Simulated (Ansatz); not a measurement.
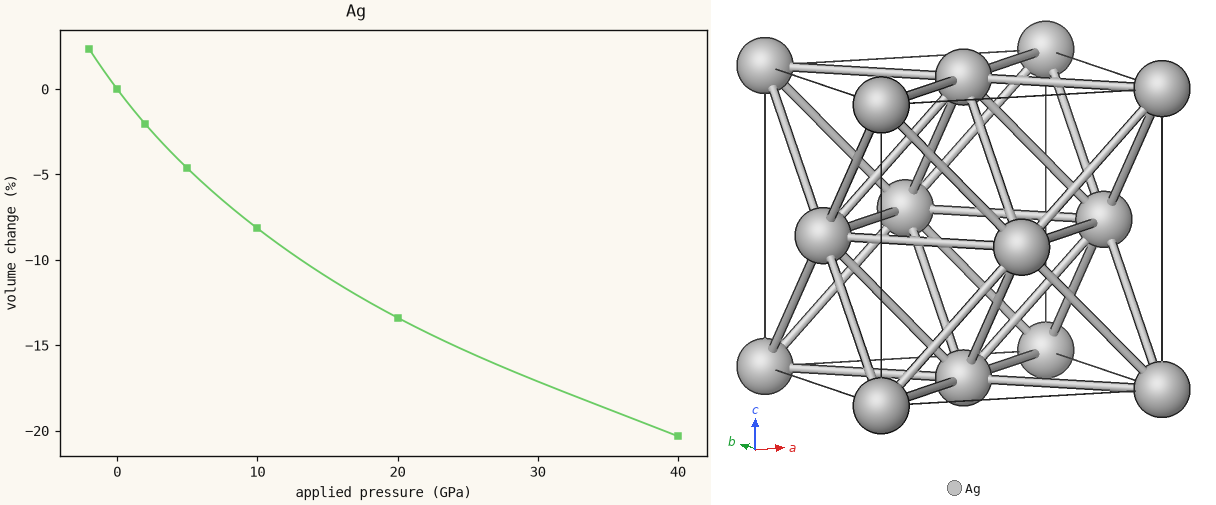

Plotted: volume change against applied pressure for Ag, space group Fm-3m (No. 225). The conventional cell is drawn beside the plot.

Structure:
```xyz
1
Lattice="0.0000 2.0737 2.0737 2.0737 0.0000 2.0737 2.0737 2.0737 0.0000" Properties=species:S:1:pos:R:3 pbc="T T T"
Ag    0.0000    0.0000    0.0000
```

Method: volume, enthalpy and cell of a crystal along a series of hydrostatic pressures at zero temperature, keeping its symmetry; changes are against the given cell; the k mesh follows the cell and the gap; plane waves with PAW datasets, Γ-centred k mesh; energies extrapolated to zero smearing (Ansatz 0.2.0). Level: PBE, no spin polarisation.

- wave cutoff: 420 eV
- occupations: Gaussian
- k mesh at zero pressure: 18×18×18
- smearing width at zero pressure: 0.1 eV

From this curve and the settings, what does the calculation give for the change of a and enthalpy change at the same points?

The change of a falls from 0.78 % at applied pressure −2 GPa to −7.29 % at 40 GPa. The enthalpy change rises from −0.23 eV/atom at applied pressure −2 GPa to 3.90 eV/atom at 40 GPa.

| applied pressure (GPa) | change of a (%) | enthalpy change (eV/atom) |
| --- | --- | --- |
| −2 | 0.78 | −0.23 |
| 0 | 0.00 | 0.00 |
| 2 | −0.69 | 0.22 |
| 5 | −1.57 | 0.54 |
| 10 | −2.79 | 1.06 |
| 20 | −4.67 | 2.06 |
| 40 | −7.29 | 3.90 |
